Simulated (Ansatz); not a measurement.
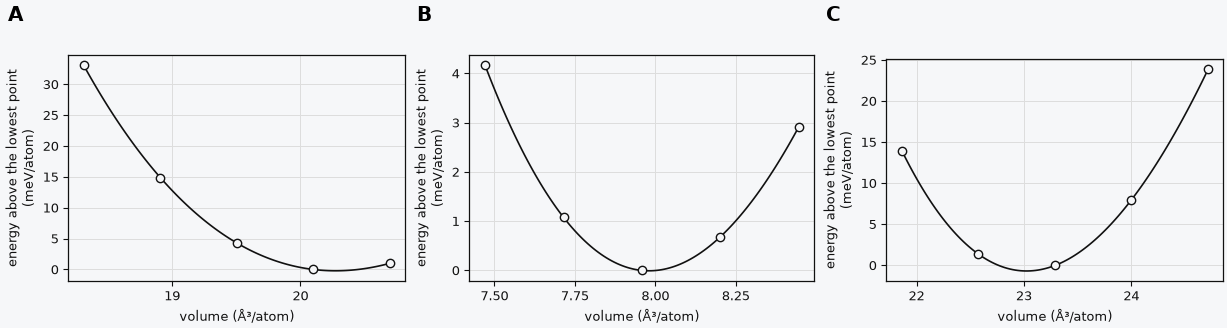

Each panel shows the energy above the lowest point against volume for one of these solids: CuCl, F-43m (No. 216); GaAs, F-43m (No. 216); LiH, Fm-3m (No. 225).

How it was computed, with Ansatz 0.2.0 development build: equation of state of a cubic crystal from periodic Kohn-Sham density functional theory without spin, third-order Birch-Murnaghan fit to the free energies; pressure corrected for the finite basis. Level: HSE06.

> Which panel belongs to which solid?

A is CuCl (energy above the lowest point from 0.0 meV/atom to 33.1 meV/atom, V0 20.27 Å³/atom, B0 45.7 GPa); B is LiH (energy above the lowest point from 0.00 meV/atom to 4.16 meV/atom, V0 7.98 Å³/atom, B0 37.4 GPa); C is GaAs (energy above the lowest point from 0.0 meV/atom to 23.9 meV/atom, V0 23.02 Å³/atom, B0 72.6 GPa).

For CuCl, limits of the calculation: modest k-mesh, values are not fully converged in k.

For GaAs, limits of the calculation: modest k-mesh, values are not fully converged in k.

For LiH, limits of the calculation: modest k-mesh, values are not fully converged in k.
